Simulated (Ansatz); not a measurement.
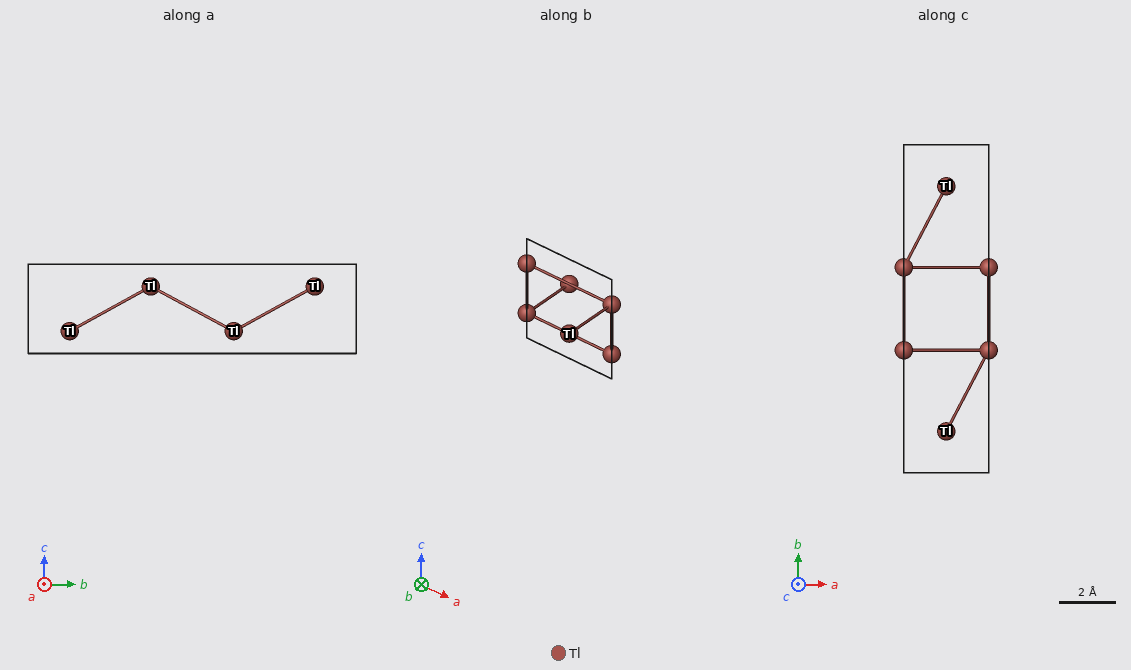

A ball-and-stick picture of a crystal structure, seen along the a axis, along the b axis and along the c axis. The edges of the conventional unit cell are marked.

Lattice parameters: a = 3.4147 Å, b = 11.8754 Å, c = 3.5916 Å, α = 90.000°, β = 115.788°, γ = 90.000°.

> Convert the drawing into a CIF with its space group and independent sites, with free fractional coordinates to two decimals.

```cif
data_structure
_symmetry_space_group_name_H-M 'C 2/c'
_symmetry_Int_Tables_number 15
_cell_length_a 3.4147
_cell_length_b 11.8754
_cell_length_c 3.5916
_cell_angle_alpha 90.000
_cell_angle_beta 115.788
_cell_angle_gamma 90.000
_cell_volume 131.14
loop_
_atom_site_label
_atom_site_type_symbol
_atom_site_symmetry_multiplicity
_atom_site_Wyckoff_symbol
_atom_site_fract_x
_atom_site_fract_y
_atom_site_fract_z
_atom_site_occupancy
Tl1 Tl 4 e 0.50 0.87 0.75 1
```

The cell started as a structure type filled with this element by a generator (whether the element takes this form wasn't checked). Earlier steps of the study may have refined or changed the cell and positions. Ansatz was used for an electronic-structure calculation on it.
